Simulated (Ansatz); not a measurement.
## Run report: C8N, single-point calculation (part 3 of 3)

The same run, continued: C8N (slab, 9 atoms in the cell); DFT PBEsol, scalar-relativistic, plane waves, PAW, spin-polarised (Ansatz 0.2.0); cutoff 420 eV, 12×12×1 k-mesh, Gaussian smearing of 0.05 eV, collinear spins. The structure derives from an entry of the Crystallography Open Database. It belongs to a series of runs on one base structure; here: N lifted by +1.20 A from its best place.

Geometry of the input (Å; fractional positions):
```
2.4988  0.0000  0.0000
-1.2494  2.1640  0.0000
0.0000  0.0000  25.7639
C  0.3333  0.6667  0.3299
C  0.6667  0.3333  0.3502
C  0.6667  0.3333  0.4107
C  0.3333  0.6667  0.4310
C  0.3333  0.6667  0.5398
C  0.6667  0.3333  0.5404
C  0.6667  0.3333  0.6885
C  0.3333  0.6667  0.6885
N  0.5833  1.1667  0.7906
```

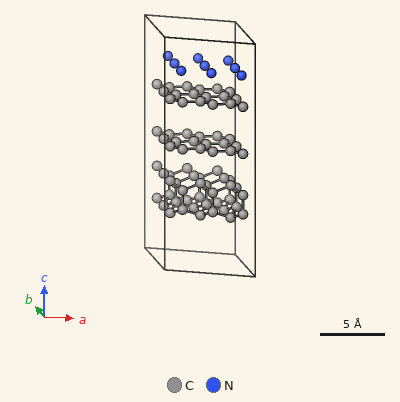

**Figure 1.** The input geometry (ball-and-stick view of the 3 × 3 repeat of the cell, with the vacuum cut short, seen slightly off an axis). An atom can appear more than once, as a periodic image.

Log, continued
```
Harris-Foulkes:  -2342.383784 eV  (|F-HF|=4.31e-9)
Internal energy: -2342.382384 eV  (E = F + TS)
E sigma→0 (E₀):  -2342.383084 eV
Entropy (-TS):   -0.001400 eV (-0.156 meV/atom)
Fermi energy:    0.873701 eV
Dipole field:    D = -0.050146 V/Å  (p = -0.038609 e·Å, saw-weighted, corrected)
Work function:   Φ+ = 6.9406 eV   Φ− = 5.6486 eV
Levels:          The Fermi level and band energies are counted from a zero that moves with the ramp; work functions are not
--- Per-component energies (eV) ---
  E_band       = -264.497173
  E_kinetic    = 830.063765
  E_local      = -21636.978395  (includes V_loc(G=0)·N_el)
  E_nonlocal   = 263.860617
  E_hartree    = 10444.879073
  E_xc         = -433.454551
  E_vxc        = -540.296135  (∫ρ·V_xc dr)
  E_paw        = -882.096360  (= ΣΔE_a)
  E_vpaw       = -69.802766  (= ΣTr[D̂ρ^β])
  E_aug_tail   = 0.000128  (compensation charges beyond the density's cutoff)
  E_efield     = 0.000968  (sawtooth field / dipole correction)
  E_vefield    = -1.109624  (∫n·V_field dr)
  E_ewald      = 9071.145467
  E_core_change = 0.196903  (= ΣΔE_core)
  E_smearing   = -0.001400  (= −TS)
  E_closure    = -0.000000  (closes the sum)
  Σ components = -2342.383784   (vs F -2342.383784, Δ=0.00e0)
--- Forces (eV/Å), atoms counted from 1 ---
  atom   1  C      0.00000000     0.00003252     3.98450727
  atom   2  C     -0.00000000    -0.00001465    -5.58751396
  atom   3  C     -0.00000000    -0.00001725     5.48590877
  atom   4  C     -0.00000000    -0.00011100    -3.94807769
  atom   5  C      0.00000000     0.00011479     0.04925357
  atom   6  C     -0.00000000    -0.00019532     0.00802591
  atom   7  C      0.00000000     0.00570247     0.04410634
  atom   8  C     -0.00000000    -0.02707741    -0.16380291
  atom   9  N      0.00000000     0.02156497     0.12756170
  max |Σ_I F_I| component: 3.10e-5 eV/Å
--- Stress (GPa, compression-positive) ---
       -9.406395       0.000000       0.000000
        0.000000      -9.303745       0.066312
        0.000000       0.066312      -1.229547
  P = ⅓ Tr σ = -6.6466 GPa (-66.466 kbar)
--- Band table (eV; the first three rows and the last of 86) ---
  k-point 0 ↑: bands = ["-19.3767", "-18.1338", "-17.7912", "-16.1467", "-13.8788", "-9.0867", "-6.4721", "-5.9567", "-1.9866", "-1.9865", "-1.8770", "-1.7964", "-1.6260", "-1.6148", "-0.8873", "-0.8873", "0.8142", "0.8142", "2.5691", "2.8213", "2.8237", "6.2229", "6.4323", "7.4453", "7.7569", "7.7569", "8.0026", "9.0727", "9.0728"]
  k-point 1 ↑: bands = ["-19.2047", "-17.9734", "-17.6309", "-15.9836", "-13.7471", "-8.9314", "-6.2848", "-5.7729", "-2.6282", "-2.3140", "-2.2755", "-1.9531", "-1.8074", "-1.7136", "-1.6450", "-1.2319", "0.1044", "0.4859", "2.4183", "2.6291", "2.7377", "6.4266", "6.6022", "7.6224", "7.7784", "8.2330", "8.2489", "9.1224", "9.4946"]
  k-point 2 ↑: bands = ["-18.6908", "-17.4940", "-17.1516", "-15.4958", "-13.3644", "-8.4830", "-5.7292", "-5.2287", "-4.2388", "-3.8823", "-3.7204", "-3.0820", "-2.7203", "-2.0259", "-1.8519", "-1.4095", "-1.0856", "-0.2758", "1.3600", "2.5085", "2.5815", "6.9634", "7.0748", "7.7010", "8.3060", "8.8515", "9.0213", "9.3920", "9.3978"]
  k-point 42 ↓: bands = ["-14.9192", "-13.9871", "-13.5639", "-11.8749", "-9.8535", "-9.4331", "-9.3854", "-8.9467", "-7.7698", "-7.3454", "-7.2952", "-7.1276", "-5.2612", "-5.0435", "-1.9318", "-1.3250", "-0.7130", "0.2938", "1.2598", "2.0844", "2.7946", "3.7450", "4.3434", "8.0755", "10.2189", "10.9090", "11.3639", "12.1062", "12.3952"]
--- Löwdin populations: 9 sites ---
  site symbol       q [e]    m [muB]
     0      C      3.9460     0.6620
     1      C      4.0002    -0.1035
     2      C      4.0006     0.1043
     3      C      3.9768    -0.6099
     4      C      3.9534     0.0480
     5      C      3.9525    -0.0931
     6      C      3.9431    -0.0201
     7      C      3.9388     0.0611
     8      N      5.0477     1.1665
  spilling = 0.006509 (of n_electrons = 37.000000)
```

File populations.tsv
```
# site	symbol	l	j	q_up	q_dn
# orbitals = lowdin
# n_electrons = 37.000000
# spilling = 0.006509
0	C	0_2S	-	0.581486	0.483962
0	C	1_2P	-	1.722501	1.158013
1	C	0_2S	-	0.469643	0.489713
1	C	1_2P	-	1.478724	1.562122
2	C	0_2S	-	0.490100	0.469415
2	C	1_2P	-	1.562356	1.478741
3	C	0_2S	-	0.488715	0.579185
3	C	1_2P	-	1.194762	1.714167
4	C	0_2S	-	0.461496	0.458391
4	C	1_2P	-	1.539194	1.494285
5	C	0_2S	-	0.456987	0.461511
5	C	1_2P	-	1.472689	1.561299
6	C	0_2S	-	0.458760	0.460159
6	C	1_2P	-	1.502777	1.521438
7	C	0_2S	-	0.460838	0.457722
7	C	1_2P	-	1.539113	1.481147
8	N	0_2S	-	0.994124	0.982470
8	N	1_2P	-	2.113009	0.958142
```

Key numbers

- outcome: converged
- electrons treated: 37
- free energy: −2342.3838 eV
- work function, top face: 6.94 eV
- work function, bottom face: 5.65 eV
- Fermi energy: 0.874 eV
- gap on the k-point mesh: none (metallic)
- net moment of the cell: 1.21 μB
- integrated absolute moment: 2.60 μB
- work function (upper face): 6.94 eV
- largest force (length of the vector): 5.588 eV/Å
- hardware: 2 threads of AMD EPYC (Zen 5), 32 GiB of memory available, shared host
- wall time: 21 s (CPU time 40 s)
- peak memory: 0.59 GiB

Remarks

The program warns: the exchange-correlation potential is rough where the density is thin.
